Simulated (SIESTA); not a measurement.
## A series of single points on InPd

System: InPd (Pm-3m, 2 atoms in the cell).
Method: Kohn-Sham DFT of a periodic cell, LDA, PseudoDojo 0.4 standard, converted to PSML, no spin polarisation (SIESTA 5.4.2).

The 7 runs differ only in the geometry, by an even scaling of the cell at fixed fractional positions. The structure derives from a Materials Project entry.

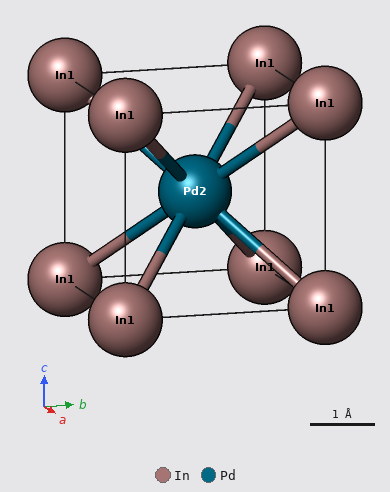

Figure 1. The structure of run 4 (ball-and-stick view of the cell of the calculation, seen slightly off an axis; atoms are numbered from 1 in the order of the input). An atom can appear more than once, as a periodic image.

**Input of run 4**
```
SystemName                      InPd
SystemLabel                     InPd
NumberOfSpecies                 2
NumberOfAtoms                   2
%block ChemicalSpeciesLabel
  1  49 In
  2  46 Pd
%endblock ChemicalSpeciesLabel

LatticeConstant                 1.0 Ang
%block LatticeVectors
     3.2718847800     0.0000000000     0.0000000000
     0.0000000000     3.2718847800     0.0000000000
     0.0000000000     0.0000000000     3.2718847800
%endblock LatticeVectors
AtomicCoordinatesFormat         Fractional
%block AtomicCoordinatesAndAtomicSpecies
     0.0000000000     0.0000000000     0.0000000000  1  In
     0.5000000000     0.5000000000     0.5000000000  2  Pd
%endblock AtomicCoordinatesAndAtomicSpecies

%block kgrid.MonkhorstPack
    8   0   0  0.0
    0   8   0  0.0
    0   0   8  0.0
%endblock kgrid.MonkhorstPack
XC.Functional                   LDA
XC.Authors                      PW92
PAO.BasisSize                   DZP
PAO.EnergyShift                 0.003 Ry
Mesh.Cutoff                     800 Ry
OccupationFunction              FD
ElectronicTemperature           0.05 eV
MaxSCFIterations                120
SCF.MustConverge                false
SCF.Mixer.Method                Pulay
SCF.Mixer.Weight                0.25
SCF.Mixer.History               8
SCF.DM.Tolerance                5.0e-05
SCF.H.Tolerance                 1.0e-03 eV
WriteForces                     true
Charge.Mulliken                 end
%block PAO.Basis
  In 4
  n=5 0 2
    6.941 0.000
  n=5 1 2
    9.500 0.000
  n=4 2 2
    4.114 0.000
  n=5 2 1
    9.500
  Pd 5
  n=4 0 2
    2.827 0.000
  n=5 0 2
    8.463 0.000
  n=4 1 2
    3.241 0.000
  n=5 1 1
    8.463
  n=4 2 2
    5.842 0.000
%endblock PAO.Basis
```

Command:
```bash
siesta < InPd.fdf > InPd.out 2>&1
```

Lattice vectors (Å) and fractional positions of run 4:
```
   3.271885    0.000000    0.000000
   0.000000    3.271885    0.000000
   0.000000    0.000000    3.271885
In  0.000000  0.000000  0.000000
Pd  0.500000  0.500000  0.500000
```

Run 3 differs from it as follows:
```diff
-     3.2718847800     0.0000000000     0.0000000000
-     0.0000000000     3.2718847800     0.0000000000
-     0.0000000000     0.0000000000     3.2718847800
+     3.2499251601     0.0000000000     0.0000000000
+     0.0000000000     3.2499251601     0.0000000000
+     0.0000000000     0.0000000000     3.2499251601
```

**Results, with one run withheld**

| run | volume per atom (Å³) | free energy per atom, from the lowest run given (meV) | pressure (GPa) |
| --- | --- | --- | --- |
| 1 | 16.462 | 0.59 | 1.99 |
| 2 | 16.813 | 0.00 | −1.39 |
| 3 | 17.163 | ? | ? |
| 4 | 17.513 | 18.71 | −6.85 |
| 5 | 17.863 | 36.20 | −9.05 |
| 6 | 18.214 | 58.19 | −11.00 |
| 7 | 18.564 | 83.97 | −12.57 |

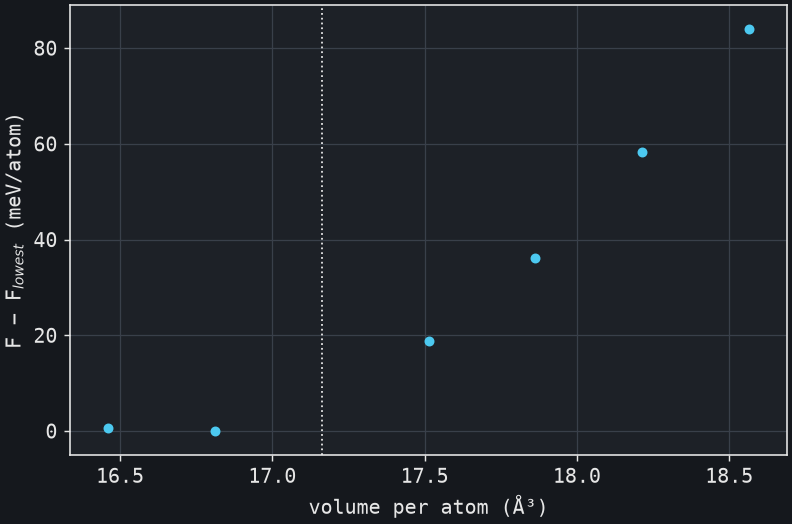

Figure 2. Free energy per atom of the runs given; the dotted line marks run 3.

Estimate the energy of run 3 from the others.

A cubic polynomial in V^(−2/3) (the Birch–Murnaghan form), fitted to the 6 runs given, misses them by at most 0.01 meV per atom. With x = V^(−2/3) − 0.14810 Å⁻², it reads F = 20.123 − 7880.1 x + 7.2137e+05 x² + 4.922e+06 x³ (meV per atom). At run 3 it gives 6.36 meV per atom, and the run itself gives 6.36. The slope of the fit gives a pressure −dF/dV of −4.35 GPa there, and the run prints −4.36 GPa. The fit has its minimum at 16.663 Å³ per atom, where V d²F/dV² gives 160 GPa: the bulk modulus at this level, since symmetry fixes the shape and the positions.

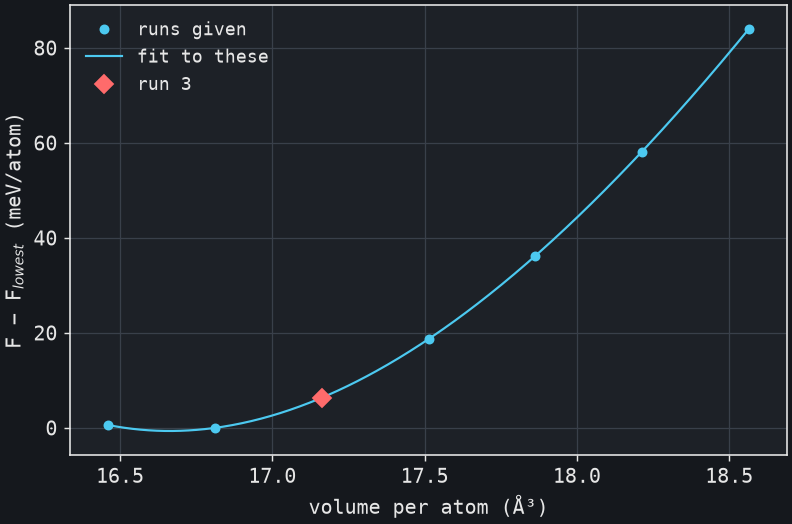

Figure 3. The fit and the withheld run.

**Some lines of the output (run 3)**
```
[...]
outcell: Cell volume (Ang**3)        :     34.3258
stepf: Fermi-Dirac step function
siesta: Etot    =     -5473.477850
siesta: FreeEng =     -5473.483046
        iscf     Eharris(eV)        E_KS(eV)     FreeEng(eV)     dDmax    Ef(eV) dHmax(eV)
siesta: E_KS(eV) =            -5475.6715
siesta: E_KS - E_eggbox =     -5475.6715
siesta: Etot    =     -5475.671528
siesta: FreeEng =     -5475.681568
siesta:         Fermi =      -5.869204
siesta: Cell volume =         34.325754 Ang**3
    Orbital volume contribution        =           3.303716 eV
```

Notes: Points of doubt noted for this run: mulliken charges of long orbitals. With a small basis of atomic orbitals these values can differ much from converged plane-wave results.
